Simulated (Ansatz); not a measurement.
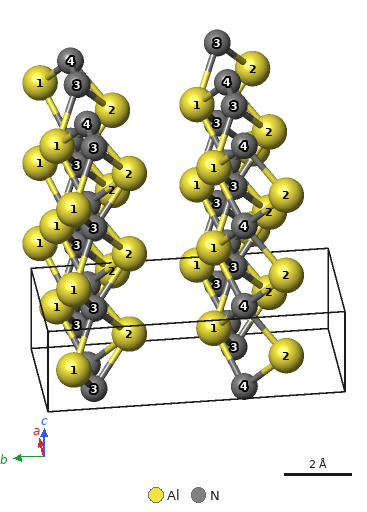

Starting structure of crystalline AlN (built on the random type). The picture is a ball-and-stick view of the conventional cell (2 times the calculation's cell), repeated 2 × 1 × 3 with one cell outlined, seen from a free direction. Lengths and directions refer to the drawn axes.

Case: random cell without symmetry.

Level of theory: DFT PBE, scalar-relativistic, plane waves, PAW in Ansatz 0.2.0.

Input
```yaml
crystal:
  lattice:
    - [2.0003246934, -4.5156678436, 0.0]
    - [2.0003246934, 4.5156678436, 0.0]
    - [-0.1431916369, 0.0, 2.8389245548]
  atoms:
    - { symbol: Al, position: [0.0871801245, 0.9128198755, 0.5] }
    - { symbol: Al, position: [0.8025172194, 0.1974827806, 0.5] }
    - { symbol: "N", position: [0.4761285511, 0.1313661753, 0.0067852211] }
    - { symbol: "N", position: [0.8686338247, 0.5238714489, 0.9932147789] }
basis:
  ecutwfc: 420
kpoints:
  mp_grid: { grid: [8, 8, 10] }
hamiltonian:
  xc: pbe
scf:
  occupations: { method: gaussian, width: 0.02 }
output:
  forces: true
  stress: true
  eigenvalues: true
relax:
  adjacent_minimum: "off"
  f_tol: 0.01
  max_steps: 80
  cell: { stress_tol: 0.05 }
```

Command:
```bash
ansatz run input.yaml --threads 1 --pin off --max-ram 2560MiB --backend cpu --events-out ev --progress --plain --runs-dir out
```

**Where does the relaxation end?**

The largest moves relative to the cell, 0.012 Å, are those of N3 and N4. N3 goes roughly along −c. By element the largest moves are N 0.012 Å, Al 0.002 Å. The drawn cell changes as follows: a 4.001 → 4.000 Å (0.0 %), b 9.031 → 9.028 Å (0.0 %), c 2.843 → 2.840 Å (−0.1 %), β 92.9° → 91.3°; the volume changes by −0.1 %. Near-neighbour distances that change, for instance: Al2–N3 2.046 → 2.020 Å, Al2–N3 (another image) 1.963 → 1.984 Å, Al1–N3 2.051 → 2.035 Å, Al1–N3 (another image) 1.992 → 2.006 Å. The space group stays C2 (No. 5). The energy falls by 0.7 meV per cell of the calculation in 9 accepted moves (11 points after the start). The largest force component goes from 0.038 to 0.0017 eV/Å. The pressure goes from 0.02 to 0.00 GPa. The SCF was repeated twice at an unchanged geometry on a basis and grid sized afresh for the cell, which shifted the energy by 0.1 meV per cell of the calculation at most. The run took 2.3 min on 1 thread of Arm Neoverse V2, with other jobs on the host, peak memory 0.42 GiB.

History of the run:

```tsv
step	E − E(0), meV/atom	largest force component, eV/Å	pressure, GPa	volume, Å³/atom	note
0	0.00	0.0381	0.02	12.822	
1	-0.01	0.0313	-0.01	12.826	
2	-0.03	0.0107	-0.05	12.830	
3	-0.06	0.0107	-0.05	12.827	
4	-0.12	0.0100	0.06	12.814	
5	-0.13	0.0047	0.00	12.818	
6	-0.14	0.0047	0.00	12.818	same geometry, new basis
7	-0.17	0.0055	0.00	12.815	
8	-0.17	0.0139	0.02	12.814	
9	-0.17	0.0038	-0.03	12.816	
10	-0.17	0.0017	0.00	12.814	
11	-0.18	0.0017	0.00	12.814	same geometry, new basis
```

The structure at the end:

```xyz
4
Lattice="1.9997 -4.5139 0.0275 1.9997 4.5139 0.0275 -0.1041 0.0000 2.8378" Properties=species:S:1:pos:R:3 pbc="T T T"
Al    1.9476    3.7269    1.4464
Al    1.9476   -2.7288    1.4464
N     1.2133   -1.5574    0.0240
N     2.6820   -1.5574    2.8689
```

The end point in the same view:

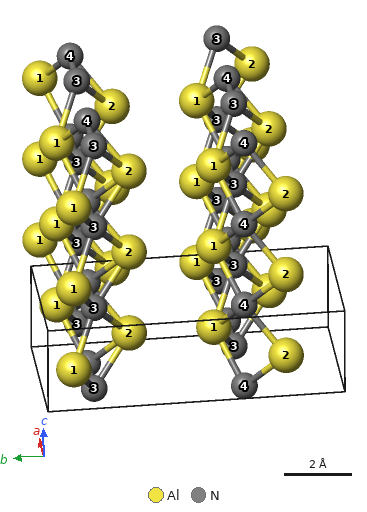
